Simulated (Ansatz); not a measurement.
# Single-point calculation, with input and output: BAs

The run: single-point calculation of BAs (P6₃/mmc, 4 atoms in the cell). Method and program: DFT, PBEsol, plane waves, PAW, no spin polarisation (Ansatz 0.2.0).

The structure was built on a prototype by a generator. The geometry comes from this level: r2SCAN. It belongs to a series of runs on one base structure; here: scf.occupations = fermi_dirac 0.05.

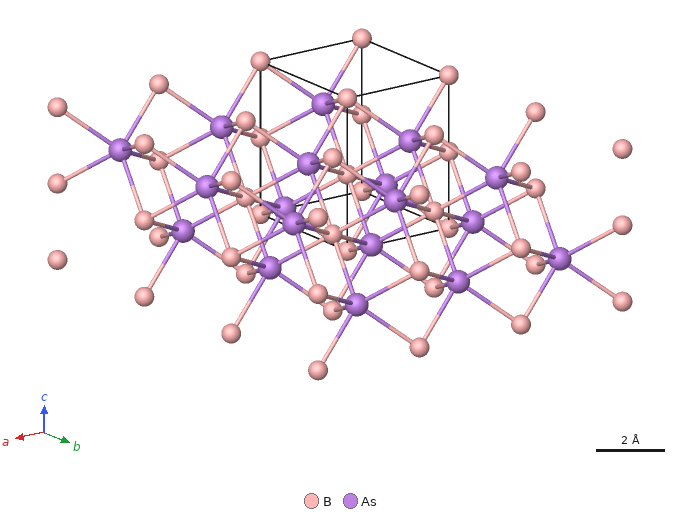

Fig. 1: The structure as given in the input (ball-and-stick view of the cell of the calculation, repeated 3 × 3 × 1, seen at an oblique angle). An atom can appear more than once, as a periodic image.

Key numbers

- outcome: converged
- space group (tolerance 0.01 Å): P6₃/mmc (194)
- electrons treated: 36
- free energy: −9927.8349 eV
- Fermi energy: 12.704 eV
- band gap: none (metallic)
- pressure: −2.72 GPa
- largest force (length of the vector): under 0.001 eV/Å
- hardware: 4 threads of Arm Neoverse V1, 112 GiB of memory available, shared host
- wall time: 2.1 s (CPU time 4.5 s)
- peak memory: 0.32 GiB

Notes

Settings chosen away from the usual ones: scf.occupations = fermi_dirac 0.05.

Input
```yaml
crystal:
  lattice:
    - [3.2550128174, 0.0, 0.0]
    - [-1.6275064087, 2.8189237895, 0.0]
    - [0.0, 0.0, 5.4210204988]
  atoms:
    - { symbol: B, position: [0.0, 0.0, 0.0] }
    - { symbol: B, position: [0.0, 0.0, 0.5] }
    - { symbol: As, position: [0.3333333333, 0.6666666667, 0.25] }
    - { symbol: As, position: [0.6666666667, 0.3333333333, 0.75] }
kpoints:
  mp_grid: { grid: [6, 6, 4] }
hamiltonian:
  xc: pbesol
scf:
  occupations: { method: fermi_dirac, width: 0.05 }
  n_extra_bands: 5
output:
  forces: true
  stress: true
  eigenvalues: true
```

Command:
```bash
ansatz run input.yaml --threads 4 --pin off --max-ram 3686MiB --backend cpu --events-out ev --progress --plain --runs-dir out
```

What the program printed
```
scf.n_extra_bands = 5 over 18 filled bands (N_el = 36.0): the run solves 23 bands
Engine: ansatz 0.2.0, aarch64-unknown-linux-gnu
Pseudopotentials: kind: paw
Pseudopotential: B, paw, valence charge 3, recommended cutoff 420 eV (normal), B.paw.azcp
Pseudopotential: As, paw, valence charge 15, recommended cutoff 420 eV (normal), As.paw.azcp
Functional definition: PBEsol
  exchange = pbesol_x
  correlation = pbesol_c
Crystal: 4 atoms, lattice volume = 49.741 Å³
Basis set: ecut = 420 eV, 991 PW (Γ), exchange–correlation on 48×48×80 points (8 copies of the dense FFT grid, shifted against one another)
Bands: 23, of which v1, the nominal top of the filled ones, is band 18 counted from 1 (17 counted from 0)
Symmetry: 24 space group operations
Space group: P63/mmc (ITA 194), of the structure as read, at distance tolerance 3.7e-5 Å
k-points: 21 of 144
Non-local potential: B, projectors of the file, l = 0: 2, l = 1: 2, l = 2: 1
Non-local potential: As, projectors of the file, l = 0: 2, l = 1: 2, l = 2: 3, l = 3: 1
PAW form: soft (Blöchl's): semilocal exchange-correlation on the pseudo side does not see the compensation charge
PAW frozen core: B, regenerated for the run's functional, and the local potential with it (the file was generated under x = pbe(κ = 0.804, μ = 0.2195149727645171), c = pbe(β = 0.06672455060314922))
PAW frozen core: As, regenerated for the run's functional, and the local potential with it (the file was generated under x = pbe(κ = 0.804, μ = 0.2195149727645171), c = pbe(β = 0.06672455060314922))
PAW one-centre angular grid: B, 110 points (default); XC on 64 Gauss nodes
PAW one-centre angular grid: As, 590 points (default); XC on 64 Gauss nodes
Initial density: superposition of atomic densities (neutral atoms: chi_scale 0, normalization atom), corrected by the library's trained network
Initial wavefunctions: pseudopotential atomic-orbital guess
Functional: x = pbesol(κ = 0.804, μ = 0.12345679012345678), c = pbesol(β = 0.046)
SCF iter   1: F=—  HF=-9927.836634 eV  |F-HF|=—  |Δ(HF+E_count)|=         —  Δρ=4.01e-3  dr2=6.17e-3  ethr=1.77e-3  ⟨swp⟩=5.3  Hψ=1981  notcnv=0
preconditioner: auto → Resta (q_TF=auto, 2.585 Å⁻¹)  ε∞=5.6  [insulator: Δε(μ)=0.164 eV  Ē_g=9.821 eV  σ=0.050 eV  W_gap=0.63  n_scr=22 (ndim 8)  ℏωp=21.1 eV  f_vac=0.000  D(μ)=0.78/eV (n_scr^D=2)  ε∞_Penn≈5.6]
SCF iter   2: F=—  HF=-9927.835150 eV  |F-HF|=—  |Δ(HF+E_count)|=   1.48e-3  Δρ=2.13e-3  dr2=1.52e-3  ethr=1.71e-5  ⟨swp⟩=1.7  Hψ=725  notcnv=0
SCF iter   3: F=—  HF=-9927.834920 eV  |F-HF|=—  |Δ(HF+E_count)|=   2.29e-4  Δρ=3.63e-4  dr2=4.50e-5  ethr=4.23e-6  ⟨swp⟩=2.4  Hψ=705  notcnv=0
SCF iter   4: F=—  HF=-9927.834918 eV  |F-HF|=—  |Δ(HF+E_count)|=   2.42e-6  Δρ=3.75e-5  dr2=5.76e-7  ethr=1.25e-7  ⟨swp⟩=2.3  Hψ=699  notcnv=0
SCF iter   5: F=—  HF=-9927.834918 eV  |F-HF|=—  |Δ(HF+E_count)|=   3.95e-7  Δρ=2.02e-5  dr2=2.86e-7  ethr=1.60e-9  ⟨swp⟩=2.0  Hψ=853  notcnv=0
SCF iter   6: F=-9927.834918 eV  HF=-9927.834918 eV  |F-HF|=4.23e-9  |Δ(HF+E_count)|=   5.59e-7  Δρ=5.14e-6  dr2=1.11e-8  ethr=2.78e-10  ⟨swp⟩=3.3  Hψ=1954  notcnv=0
SCF 1 converged in 6 iterations: F = -9927.834918 eV  dr2 = 1.11e-8
  greatest PAW one-centre occupation: 0.999 electrons in one spin orbital (limit 2), on the As atom at site 3 (counted from 0), in its partial waves of l = 2
```

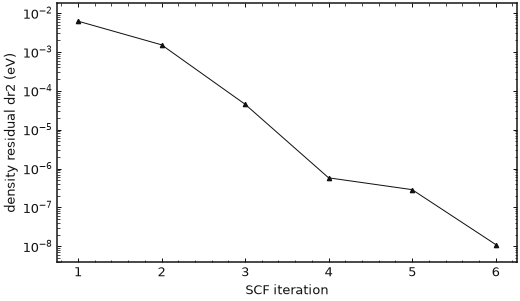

Fig. 2: Convergence of the self-consistent field: density residual dr2 against the SCF iteration. The residual falls at every step.

```
SCF converged after 6 iterations
Free energy (F): -9927.834918 eV
Harris-Foulkes:  -9927.834918 eV  (|F-HF|=4.23e-9)
Internal energy: -9927.828323 eV  (E = F + TS)
E sigma→0 (E₀):  -9927.831621 eV
Entropy (-TS):   -0.006595 eV (-1.649 meV/atom)
Fermi energy:    12.703683 eV
--- Per-component energies (eV) ---
  E_band       = -367.043924
  E_kinetic    = 294.365585
  E_local      = -3064.079270  (includes V_loc(G=0)·N_el)
  E_nonlocal   = -1309.630258
  E_hartree    = 1745.155005
  E_xc         = -220.170556
  E_vxc        = -233.304750  (∫ρ·V_xc dr)
  E_paw        = -3737.590482  (= ΣΔE_a)
  E_vpaw       = 455.294688  (= ΣTr[D̂ρ^β])
  E_aug_tail   = 0.000014  (compensation charges beyond the density's cutoff)
  E_ewald      = -3637.840641
  E_core_change = 1.962279  (= ΣΔE_core)
  E_smearing   = -0.006595  (= −TS)
  E_closure    = 0.000000  (closes the sum)
  Σ components = -9927.834918   (vs F -9927.834918, Δ=0.00e0)
--- Forces (eV/Å), atoms counted from 1 ---
  atom   1  B     -0.00000000    -0.00000000     0.00000000
  atom   2  B     -0.00000000    -0.00000000     0.00000000
  atom   3  As    -0.00000000     0.00000000     0.00000000
  atom   4  As     0.00000000    -0.00000000     0.00000000
  max |Σ_I F_I| component: 4.63e-18 eV/Å
--- Stress (GPa, compression-positive) ---
       -4.225843      -0.000000       0.000000
       -0.000000      -4.225843       0.000000
        0.000000       0.000000       0.289933
  P = ⅓ Tr σ = -2.7206 GPa (-27.206 kbar)
--- Band table (eV; the first three rows and the last of 21) ---
  k-point 0: bands = ["-23.4012", "-23.4012", "-23.3996", "-23.3996", "-23.3954", "-23.3936", "-23.3936", "-23.3924", "-23.3851", "-23.3851", "-3.2810", "0.2390", "2.9076", "11.9611", "11.9611", "12.8009", "14.0073", "14.0073", "14.9788", "15.2707", "15.2707", "16.1294", "18.5912"]
  k-point 1: bands = ["-23.4017", "-23.4017", "-23.4003", "-23.4003", "-23.3950", "-23.3929", "-23.3917", "-23.3917", "-23.3859", "-23.3859", "-2.9963", "-0.8370", "4.5222", "10.6395", "12.1746", "12.1746", "13.5481", "13.5481", "15.5615", "15.6706", "15.6706", "16.0919", "17.8201"]
  k-point 2: bands = ["-23.4014", "-23.4014", "-23.4014", "-23.4014", "-23.3939", "-23.3939", "-23.3883", "-23.3883", "-23.3883", "-23.3883", "-2.1549", "-2.1549", "7.4126", "7.4126", "12.7670", "12.7670", "12.7670", "12.7670", "15.9271", "15.9271", "16.5927", "16.5927", "16.5927"]
  k-point 20: bands = ["-23.3982", "-23.3982", "-23.3952", "-23.3952", "-23.3934", "-23.3934", "-23.3911", "-23.3911", "-23.3807", "-23.3807", "1.7919", "1.7919", "4.2441", "4.2441", "5.8333", "5.8333", "12.5778", "12.5778", "13.1136", "13.1136", "14.7947", "14.7947", "21.2089"]
```
